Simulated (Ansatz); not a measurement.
**Σ5 (310) boundary in fcc Pt with Mg (substitutional): structure and resistance**

How much does the Σ5 (310) boundary in fcc Pt with Mg (substitutional) reflect electrons?

Calculated with Ansatz 0.2.0; Ansatz plane-wave DFT, PBE, PAW files; relaxation of a bicrystal slab with its lowest layers held; PAW set soft_1, in the first sound run; inputs show where later runs differ.

## (1) The starting structure

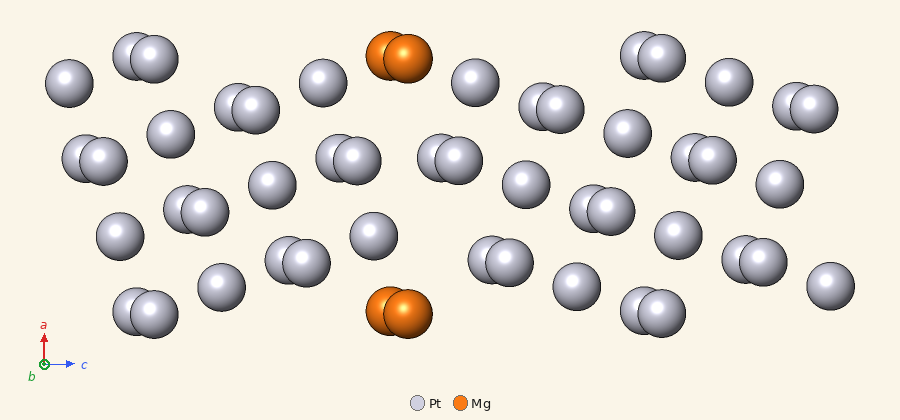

The cell as given, from the side, with the c axis across the page (platinum light grey, magnesium orange). Some periodic images of atoms are drawn too.

The cell holds 30 atoms: 29 Pt and 1 Mg. Its edges and angles: a = 6.201 Å, b = 3.922 Å, c = 29.603 Å, α = 90.0°, β = 90.0°, γ = 90.0°. It derives from Pt. built on the (3 1 0) plane; 2 overlapping atoms removed and the grains opened by 0 Å. Vacuum lies along c.

## (2) Relaxing the bicrystal

The boundary is built by mirroring the lower grain in the boundary plane and removing any atoms that overlap; then the Mg is put in at the boundary. A thin bicrystal slab is relaxed first, with the lowest layers held and the upper grain free to shift and open.

File input.yaml:

```yaml
crystal:
  lattice:
    - [6.2009102638, 0.0, 0.0]
    - [0.0, 3.9218, 0.0]
    - [0.0, 0.0, 29.602730792]
  atoms:
    - { symbol: Pt, position: [0.8999999999, 0.5, 0.1689033365] }
    - { symbol: Pt, position: [0.5999999999, 0.0, 0.1898504251] }
    - { symbol: Pt, position: [0.2999999999, 0.5, 0.2107975138] }
    - { symbol: Pt, position: [0.9999999999, 0.0, 0.2317446025] }
    - { symbol: Pt, position: [0.6999999999, 0.5, 0.2526916911] }
    - { symbol: Pt, position: [0.3999999999, 0.0, 0.2736387798] }
    - { symbol: Pt, position: [0.1, 0.5, 0.2945858684] }
    - { symbol: Pt, position: [0.8, 0.0, 0.3155329571] }
    - { symbol: Pt, position: [0.5, 0.5, 0.3364800457] }
    - { symbol: Pt, position: [0.2, 0.0, 0.3574271344] }
    - { symbol: Pt, position: [0.9, 0.5, 0.3783742231] }
    - { symbol: Pt, position: [0.6, 0.0, 0.3993213117] }
    - { symbol: Pt, position: [0.3, 0.5, 0.4202684004] }
    - { symbol: Mg, position: [0.0, 0.0, 0.441215489] }
    - { symbol: Pt, position: [0.6, 0.0, 0.4831096664] }
    - { symbol: Pt, position: [0.9, 0.5, 0.504056755] }
    - { symbol: Pt, position: [0.2, 0.0, 0.5250038437] }
    - { symbol: Pt, position: [0.5, 0.5, 0.5459509323] }
    - { symbol: Pt, position: [0.8, 0.0, 0.566898021] }
    - { symbol: Pt, position: [0.1, 0.5, 0.5878451096] }
    - { symbol: Pt, position: [0.3999999999, 0.0, 0.6087921983] }
    - { symbol: Pt, position: [0.6999999999, 0.5, 0.629739287] }
    - { symbol: Pt, position: [0.9999999999, 0.0, 0.6506863756] }
    - { symbol: Pt, position: [0.2999999999, 0.5, 0.6716334643] }
    - { symbol: Pt, position: [0.5999999999, 0.0, 0.6925805529] }
    - { symbol: Pt, position: [0.8999999999, 0.5, 0.7135276416] }
    - { symbol: Pt, position: [0.1999999999, 0.0, 0.7344747302] }
    - { symbol: Pt, position: [0.4999999999, 0.5, 0.7554218189] }
    - { symbol: Pt, position: [0.7999999999, 0.0, 0.7763689076] }
    - { symbol: Pt, position: [0.0999999999, 0.5, 0.7973159962] }
kpoints:
  mp_grid: { grid: [4, 6, 1] }
hamiltonian:
  xc: pbe
  pseudopotentials: { kind: paw, azcp: { folder: soft_1 } }
scf:
  occupations: { method: fermi_dirac, width: 0.1 }
relax:
  f_tol: 0.03
  max_steps: 80
  constraints: [{ sites: [0, 1, 2, 3, 4] }]
```

Command:

```
> ansatz run input.yaml --threads 4 --pin off --max-ram 15360MiB --backend cpu --events-out ev --progress --plain --runs-dir out
```

Numbers of over 12 decimals in the logs are rounded to 6 here.

Log:

```text
Engine: ansatz 0.2.0, aarch64-unknown-linux-gnu
Pseudopotentials: kind: paw
Pseudopotential: Pt, paw, valence charge 18, recommended cutoff 420 eV (normal), soft_1/Pt.paw.azcp
Pseudopotential: Mg, paw, valence charge 10, recommended cutoff 420 eV (normal), soft_1/Mg.paw.azcp
Functional definition: PBE
  parameter kappa = 0.804
  parameter beta = 0.066725
  exchange = pbe_x(kappa = kappa, mu = beta*pi^2/3)
  correlation = pbe_c(beta = beta)
Crystal: 30 atoms, lattice volume = 719.901 Å³
Basis set: ecut = 420 eV, 14131 PW (Γ), exchange–correlation on 90×54×400 points (8 copies of the dense FFT grid, shifted against one another)
Bands: 320, of which v1, the nominal top of the filled ones, is band 266 counted from 1 (265 counted from 0)
Symmetry: 2 space group operations
Space group: Pm (ITA 6), of the structure as read, at distance tolerance 9.0e-5 Å
k-points: 12 of 24 (time reversal used)
Non-local potential: Pt, projectors of the file, l = 0: 3, l = 1: 2, l = 2: 2, l = 3: 1
Non-local potential: Mg, projectors of the file, l = 0: 3, l = 1: 2, l = 2: 1
PAW form: soft (Blöchl's): semilocal exchange-correlation on the pseudo side does not see the compensation charge
PAW one-centre angular grid: Pt, 590 points (default); XC on 64 Gauss nodes
PAW one-centre angular grid: Mg, 110 points (default); XC on 64 Gauss nodes
Initial density: superposition of atomic densities (neutral atoms: chi_scale 0, normalization atom)
Initial wavefunctions: pseudopotential atomic-orbital guess
Functional: x = pbe(κ = 0.804, μ = 0.219515), c = pbe(β = 0.066725)
SCF iter   1: F=—  HF=-365145.346453 eV  |F-HF|=—  |Δ(HF+E_count)|=         —  Δρ=7.12e-2  dr2=6.05e1  ethr=3.10e-3  ⟨swp⟩=6.0  Hψ=13905  notcnv=0  defer=89
preconditioner: auto → LDOS  [metal: Δε(μ)=0.007 eV  Ē_g=7.567 eV  σ=0.100 eV  W_gap=0.02  n_scr=218 (ndim 8)  ℏωp=23.6 eV  f_vac=0.313  D(μ)=42.72/eV (n_scr^D=404)  β→1.0]
SCF iter   2: F=—  HF=-365143.869886 eV  |F-HF|=—  |Δ(HF+E_count)|=    1.48e0  Δρ=6.03e-2  dr2=2.93e1  ethr=3.10e-3  ⟨swp⟩=3.0  Hψ=9611  notcnv=0  defer=303
SCF iter   3: F=—  HF=-365135.359232 eV  |F-HF|=—  |Δ(HF+E_count)|=    8.51e0  Δρ=1.17e-2  dr2=2.59e0  ethr=3.10e-3  ⟨swp⟩=2.0  Hψ=7275  notcnv=0  defer=349
SCF iter   4: F=—  HF=-365135.081838 eV  |F-HF|=—  |Δ(HF+E_count)|=   2.77e-1  Δρ=3.15e-3  dr2=4.35e-1  ethr=4.87e-4  ⟨swp⟩=2.2  Hψ=6216  notcnv=0  defer=338
SCF iter   5: F=—  HF=-365135.047856 eV  |F-HF|=—  |Δ(HF+E_count)|=   3.40e-2  Δρ=1.59e-3  dr2=4.99e-2  ethr=8.18e-5  ⟨swp⟩=2.0  Hψ=5151  notcnv=0  defer=338
SCF iter   6: F=—  HF=-365135.045068 eV  |F-HF|=—  |Δ(HF+E_count)|=   2.79e-3  Δρ=5.18e-4  dr2=5.04e-3  ethr=9.37e-6  ⟨swp⟩=2.2  Hψ=5225  notcnv=0  defer=338
SCF iter   7: F=—  HF=-365135.044184 eV  |F-HF|=—  |Δ(HF+E_count)|=   8.83e-4  Δρ=2.66e-4  dr2=1.28e-3  ethr=9.48e-7  ⟨swp⟩=2.1  Hψ=5484  notcnv=0  defer=338
SCF iter   8: F=—  HF=-365135.044126 eV  |F-HF|=—  |Δ(HF+E_count)|=   5.84e-5  Δρ=1.08e-4  dr2=2.59e-4  ethr=2.41e-7  ⟨swp⟩=2.2  Hψ=5285  notcnv=0  defer=338
SCF iter   9: F=—  HF=-365135.044108 eV  |F-HF|=—  |Δ(HF+E_count)|=   1.81e-5  Δρ=4.51e-5  dr2=3.70e-5  ethr=4.86e-8  ⟨swp⟩=1.9  Hψ=4781  notcnv=0  defer=338
SCF iter  10: F=-365135.044101 eV  HF=-365135.044107 eV  |F-HF|=5.94e-6  |Δ(HF+E_count)|=   8.58e-7  Δρ=1.86e-5  dr2=6.78e-6  ethr=4.23e-9  ⟨swp⟩=4.0  Hψ=10633  notcnv=0
SCF 1 converged in 10 iterations: F = -365135.044101 eV  dr2 = 6.78e-6
  greatest PAW one-centre occupation: 1.000 electrons in one spin orbital (limit 2), on the Pt atom at site 11 (counted from 0), in its partial waves of l = 0
relax step   1: F+E_penalty+E_count = -365135.04410117 eV  Δ(F+E_penalty+E_count) = +0.000e0 eV  max|allowed force component| = 1.009e0 eV/Å  Δτ_max = 0.0000 Å  (10 SCF iters, dr2 threshold 2.25e-5 eV, accepted)
Initial density: handed on by an earlier stage of this run
Initial wavefunctions: those handed on with the density
iter 1 solved again at ethr=8.36e-4 eV; its pass at ethr=3.10e-3 eV (dr2=4.45e0 eV) is discarded
SCF iter   1: F=—  HF=-365135.733121 eV  |F-HF|=—  |Δ(HF+E_count)|=         —  Δρ=1.26e-2  dr2=4.25e0  ethr=8.36e-4  ⟨swp⟩=1.2  Hψ=12249  notcnv=0  defer=338
preconditioner: auto → LDOS  [metal: Δε(μ)=0.006 eV  Ē_g=7.640 eV  σ=0.100 eV  W_gap=0.02  n_scr=218 (ndim 8)  ℏωp=23.6 eV  f_vac=0.311  D(μ)=47.23/eV (n_scr^D=490)  β→1.0]
SCF iter   2: F=—  HF=-365135.649142 eV  |F-HF|=—  |Δ(HF+E_count)|=   8.40e-2  Δρ=4.48e-3  dr2=2.33e-1  ethr=7.99e-4  ⟨swp⟩=2.0  Hψ=5212  notcnv=0  defer=338
SCF iter   3: F=—  HF=-365135.622212 eV  |F-HF|=—  |Δ(HF+E_count)|=   2.69e-2  Δρ=3.07e-3  dr2=2.28e-1  ethr=4.38e-5  ⟨swp⟩=2.9  Hψ=8133  notcnv=0  defer=338
SCF iter   4: F=—  HF=-365135.585050 eV  |F-HF|=—  |Δ(HF+E_count)|=   3.72e-2  Δρ=9.52e-4  dr2=1.77e-2  ethr=4.29e-5  ⟨swp⟩=2.0  Hψ=5510  notcnv=0  defer=338
SCF iter   5: F=—  HF=-365135.583678 eV  |F-HF|=—  |Δ(HF+E_count)|=   1.37e-3  Δρ=4.08e-4  dr2=4.11e-3  ethr=3.32e-6  ⟨swp⟩=2.1  Hψ=4711  notcnv=0  defer=338
SCF iter   6: F=—  HF=-365135.583391 eV  |F-HF|=—  |Δ(HF+E_count)|=   2.87e-4  Δρ=1.32e-4  dr2=3.30e-4  ethr=7.73e-7  ⟨swp⟩=2.0  Hψ=5087  notcnv=0  defer=338
SCF iter   7: F=—  HF=-365135.583372 eV  |F-HF|=—  |Δ(HF+E_count)|=   1.91e-5  Δρ=5.86e-5  dr2=8.55e-5  ethr=6.20e-8  ⟨swp⟩=2.0  Hψ=5346  notcnv=0  defer=338
SCF iter   8: F=-365135.583355 eV  HF=-365135.583372 eV  |F-HF|=1.66e-5  |Δ(HF+E_count)|=   6.42e-7  Δρ=3.02e-5  dr2=1.85e-5  ethr=1.20e-8  ⟨swp⟩=3.9  Hψ=10272  notcnv=0
SCF 2 converged in 8 iterations: F = -365135.583355 eV  dr2 = 1.85e-5
relax step   2: F+E_penalty+E_count = -365135.58335497 eV  Δ(F+E_penalty+E_count) = -5.393e-1 eV  max|allowed force component| = 7.811e-1 eV/Å  Δτ_max = 0.1952 Å  (8 SCF iters, dr2 threshold 6.36e-5 eV, accepted)
iter 1 solved again at ethr=3.08e-4 eV; its pass at ethr=3.10e-3 eV (dr2=1.64e0 eV) is discarded
SCF iter   1: F=—  HF=-365135.908947 eV  |F-HF|=—  |Δ(HF+E_count)|=         —  Δρ=1.24e-2  dr2=1.44e0  ethr=3.08e-4  ⟨swp⟩=2.1  Hψ=13778  notcnv=0  defer=323
preconditioner: auto → LDOS  [metal: Δε(μ)=0.011 eV  Ē_g=7.592 eV  σ=0.100 eV  W_gap=0.03  n_scr=218 (ndim 8)  ℏωp=23.6 eV  f_vac=0.306  D(μ)=47.15/eV (n_scr^D=482)  β→1.0]
SCF iter   2: F=—  HF=-365135.834449 eV  |F-HF|=—  |Δ(HF+E_count)|=   7.45e-2  Δρ=4.62e-3  dr2=3.36e-1  ethr=2.71e-4  ⟨swp⟩=2.0  Hψ=5762  notcnv=0  defer=323
SCF iter   3: F=—  HF=-365135.770330 eV  |F-HF|=—  |Δ(HF+E_count)|=   6.41e-2  Δρ=2.02e-3  dr2=5.77e-2  ethr=6.31e-5  ⟨swp⟩=2.9  Hψ=6863  notcnv=0  defer=323
SCF iter   4: F=—  HF=-365135.758767 eV  |F-HF|=—  |Δ(HF+E_count)|=   1.16e-2  Δρ=5.71e-4  dr2=6.69e-3  ethr=1.08e-5  ⟨swp⟩=2.8  Hψ=5982  notcnv=0  defer=323
[...]
relax step   6: F+E_penalty+E_count = -365135.91668908 eV  Δ(F+E_penalty+E_count) = -5.828e-2 eV  max|allowed force component| = 1.740e-1 eV/Å  Δτ_max = 0.1955 Å  (7 SCF iters, dr2 threshold 3.92e-5 eV, accepted)
relax step   7: F+E_penalty+E_count = -365135.96929111 eV  Δ(F+E_penalty+E_count) = -5.260e-2 eV  max|allowed force component| = 1.326e-1 eV/Å  Δτ_max = 0.1955 Å  (8 SCF iters, dr2 threshold 1.60e-5 eV, accepted)
relax step   8: F+E_penalty+E_count = -365136.00937180 eV  Δ(F+E_penalty+E_count) = -4.008e-2 eV  max|allowed force component| = 1.091e-1 eV/Å  Δτ_max = 0.1949 Å  (8 SCF iters, dr2 threshold 9.30e-6 eV, accepted)
relax step   9: F+E_penalty+E_count = -365136.03727656 eV  Δ(F+E_penalty+E_count) = -2.790e-2 eV  max|allowed force component| = 5.385e-2 eV/Å  Δτ_max = 0.1944 Å  (8 SCF iters, dr2 threshold 6.91e-6 eV, accepted)
relax step  10: F+E_penalty+E_count = -365136.05279063 eV  Δ(F+E_penalty+E_count) = -1.551e-2 eV  max|allowed force component| = 4.416e-2 eV/Å  Δτ_max = 0.1946 Å  (11 SCF iters, accepted)
relax step  11: F+E_penalty+E_count = -365136.01310266 eV  Δ(F+E_penalty+E_count) = +3.969e-2 eV  max|allowed force component| = 4.857e-1 eV/Å  Δτ_max = 0.1948 Å  (11 SCF iters, rejected (line search))
SCF iter   1: F=—  HF=-365136.131270 eV  |F-HF|=—  |Δ(HF+E_count)|=         —  Δρ=8.99e-3  dr2=5.01e-1  ethr=2.85e-3  ⟨swp⟩=3.4  Hψ=7681  notcnv=0  defer=332
preconditioner: auto → LDOS  [metal: Δε(μ)=0.010 eV  Ē_g=7.594 eV  σ=0.100 eV  W_gap=0.02  n_scr=218 (ndim 8)  ℏωp=23.6 eV  f_vac=0.306  D(μ)=46.03/eV (n_scr^D=466)  β→1.0]
SCF iter   2: F=—  HF=-365136.087126 eV  |F-HF|=—  |Δ(HF+E_count)|=   4.41e-2  Δρ=3.02e-3  dr2=1.05e-1  ethr=9.41e-5  ⟨swp⟩=2.4  Hψ=6717  notcnv=0  defer=332
SCF iter   3: F=—  HF=-365136.060014 eV  |F-HF|=—  |Δ(HF+E_count)|=   2.71e-2  Δρ=9.46e-4  dr2=1.40e-2  ethr=1.97e-5  ⟨swp⟩=3.0  Hψ=7093  notcnv=0  defer=332
SCF iter   4: F=—  HF=-365136.057017 eV  |F-HF|=—  |Δ(HF+E_count)|=   3.00e-3  Δρ=3.14e-4  dr2=1.38e-3  ethr=2.62e-6  ⟨swp⟩=2.8  Hψ=6825  notcnv=0  defer=332
SCF iter   5: F=—  HF=-365136.056804 eV  |F-HF|=—  |Δ(HF+E_count)|=   2.13e-4  Δρ=1.04e-4  dr2=3.16e-4  ethr=2.59e-7  ⟨swp⟩=2.3  Hψ=5673  notcnv=0  defer=332
SCF iter   6: F=—  HF=-365136.056786 eV  |F-HF|=—  |Δ(HF+E_count)|=   1.77e-5  Δρ=5.27e-5  dr2=6.06e-5  ethr=5.94e-8  ⟨swp⟩=1.8  Hψ=4442  notcnv=0  defer=332
SCF iter   7: F=—  HF=-365136.056289 eV  |F-HF|=—  |Δ(HF+E_count)|=   4.98e-4  Δρ=1.95e-5  dr2=9.40e-6  ethr=1.14e-8  ⟨swp⟩=2.0  Hψ=5066  notcnv=0  defer=332
SCF iter   8: F=—  HF=-365136.056288 eV  |F-HF|=—  |Δ(HF+E_count)|=   6.63e-7  Δρ=9.42e-6  dr2=2.73e-6  ethr=1.77e-9  ⟨swp⟩=1.8  Hψ=4155  notcnv=0  defer=332
SCF iter   9: F=—  HF=-365136.056288 eV  |F-HF|=—  |Δ(HF+E_count)|=   3.78e-9  Δρ=3.88e-6  dr2=2.44e-7  ethr=5.13e-10  ⟨swp⟩=2.0  Hψ=4644  notcnv=0  defer=332
SCF iter  10: F=-365136.056288 eV  HF=-365136.056288 eV  |F-HF|=4.06e-8  |Δ(HF+E_count)|=   2.58e-8  Δρ=1.59e-6  dr2=4.71e-8  ethr=1.88e-11  ⟨swp⟩=4.4  Hψ=12216  notcnv=0
SCF 12 converged in 10 iterations: F = -365136.056288 eV  dr2 = 4.71e-8
relax step  12: F+E_penalty+E_count = -365136.05628783 eV  Δ(F+E_penalty+E_count) = -3.497e-3 eV  max|allowed force component| = 2.270e-2 eV/Å  Δτ_max = 0.0941 Å  (10 SCF iters, accepted)
SCF converged after 10 iterations
Free energy (F): -365136.056288 eV
Harris-Foulkes:  -365136.056288 eV  (|F-HF|=4.06e-8)
Internal energy: -365134.570700 eV  (E = F + TS)
E sigma→0 (E₀):  -365135.313494 eV
Entropy (-TS):   -1.485588 eV (-49.520 meV/atom)
Fermi energy:    12.281419 eV
--- Per-component energies (eV) ---
  E_band       = -9617.004831
  E_kinetic    = 17357.544215
  E_local      = -609111.494025  (includes V_loc(G=0)·N_el)
  E_nonlocal   = 6106.211389
  E_hartree    = 296581.015273
  E_xc         = -6747.680777
  E_vxc        = -7881.272707  (∫ρ·V_xc dr)
  E_paw        = -275331.338888  (= ΣΔE_a)
  E_vpaw       = -9250.122369  (= ΣTr[D̂ρ^β])
  E_aug_tail   = 0.032451  (compensation charges beyond the density's cutoff)
  E_ewald      = 206011.139662
  E_smearing   = -1.485588  (= −TS)
  E_closure    = -0.000000  (closes the sum)
  Σ components = -365136.056288   (vs F -365136.056288, Δ=0.00e0)
--- Forces (eV/Å), atoms counted from 1 ---
  atom   1  Pt    -0.32701816     0.00000000     0.94053976
  atom   2  Pt     0.07570939     0.00000000     0.07701540
  atom   3  Pt     0.29794754     0.00000000    -0.41177533
  atom   4  Pt     0.38047822     0.00000000    -0.67237431
  atom   5  Pt    -0.43229479     0.00000000     0.08576082
  atom   6  Pt    -0.00290512     0.00000000    -0.00355892
  atom   7  Pt    -0.00152865     0.00000000    -0.00078266
  atom   8  Pt     0.00487600     0.00000000    -0.00176994
  atom   9  Pt     0.00008307     0.00000000    -0.00380101
  atom  10  Pt    -0.00350611     0.00000000    -0.00264249
  atom  11  Pt     0.00444790     0.00000000     0.00604145
  atom  12  Pt     0.00321077     0.00000000     0.00565455
  atom  13  Pt     0.00039906     0.00000000    -0.00547940
  atom  14  Mg     0.00157188     0.00000000    -0.01170148
  atom  15  Pt     0.00408605     0.00000000     0.02270045
  atom  16  Pt    -0.00377238     0.00000000    -0.00968259
  atom  17  Pt    -0.00066468     0.00000000     0.01452975
  atom  18  Pt     0.00925601     0.00000000    -0.00607235
  atom  19  Pt    -0.01173393     0.00000000    -0.00983057
  atom  20  Pt    -0.00564438     0.00000000    -0.00492422
  atom  21  Pt     0.00280216     0.00000000    -0.00907982
  atom  22  Pt    -0.00045628     0.00000000    -0.00664892
  atom  23  Pt     0.00074740     0.00000000    -0.00150046
  atom  24  Pt    -0.00111291     0.00000000     0.00121870
  atom  25  Pt     0.00272071     0.00000000     0.00060193
  atom  26  Pt     0.00302377     0.00000000     0.00701784
  atom  27  Pt    -0.00467508     0.00000000     0.00548682
  atom  28  Pt     0.00109795     0.00000000     0.00098794
  atom  29  Pt     0.00309916     0.00000000     0.00149068
  atom  30  Pt    -0.00033158     0.00000000    -0.00743245
  max |Σ_I F_I| component: 8.70e-5 eV/Å
--- Relaxed structure (12 steps of the walk, 11 accepted, 0 SCFs on fresh bases) ---
  F+E_penalty+E_count = -365136.05628783 eV   max|allowed force component| = 2.270e-2 eV/Å
  atoms:
    - { symbol: Pt, position: [0.900000, 0.5, 0.168903] }
    - { symbol: Pt, position: [0.5999999999, 0.0, 0.189850] }
    - { symbol: Pt, position: [0.2999999999, 0.5, 0.210798] }
    - { symbol: Pt, position: [1.000000, 0.0, 0.231745] }
    - { symbol: Pt, position: [0.700000, 0.5, 0.252692] }
    - { symbol: Pt, position: [0.391959, 0.0, 0.275152] }
    - { symbol: Pt, position: [0.090915, 0.5, 0.297450] }
    - { symbol: Pt, position: [0.791589, 0.0, 0.317763] }
    - { symbol: Pt, position: [0.494259, 0.5, 0.338840] }
    - { symbol: Pt, position: [0.184120, 0.0, 0.362375] }
    - { symbol: Pt, position: [0.887914, 0.5, 0.385650] }
    - { symbol: Pt, position: [0.597292, 0.0, 0.403939] }
    - { symbol: Pt, position: [0.301084, 0.5, 0.424611] }
    - { symbol: Mg, position: [-0.022243, 0.0, 0.445236] }
    - { symbol: Pt, position: [0.384512, 0.0, 0.484728] }
    - { symbol: Pt, position: [0.702998, 0.5, 0.496464] }
    - { symbol: Pt, position: [-0.018518, 0.0, 0.529956] }
    - { symbol: Pt, position: [0.284423, 0.5, 0.546085] }
    - { symbol: Pt, position: [0.585052, 0.0, 0.567646] }
    - { symbol: Pt, position: [-0.114382, 0.5, 0.591034] }
    - { symbol: Pt, position: [0.192570, 0.0, 0.612996] }
    - { symbol: Pt, position: [0.489596, 0.5, 0.633407] }
    - { symbol: Pt, position: [0.791742, 0.0, 0.655102] }
    - { symbol: Pt, position: [0.090221, 0.5, 0.678501] }
    - { symbol: Pt, position: [0.387276, 0.0, 0.698529] }
    - { symbol: Pt, position: [0.687907, 0.5, 0.717669] }
    - { symbol: Pt, position: [0.010686, 0.0, 0.744397] }
    - { symbol: Pt, position: [0.305603, 0.5, 0.767426] }
    - { symbol: Pt, position: [0.598501, 0.0, 0.781649] }
    - { symbol: Pt, position: [-0.113812, 0.5, 0.799582] }
```

It took 22 min on 4 threads of Arm Neoverse V1, shared host; peak memory 4.8 GiB.

(Part 1 of 2 ends here.)

[Logs are printed without paths, hosts, clocks, repeated set-up lines and the standing remarks that a program may print on its own settings, such as how far it seeks lower states.]

[Hosts, paths, dates, database ids (printed as entryN), source tags and the programs' standing remarks are cut or masked in the printed files.]
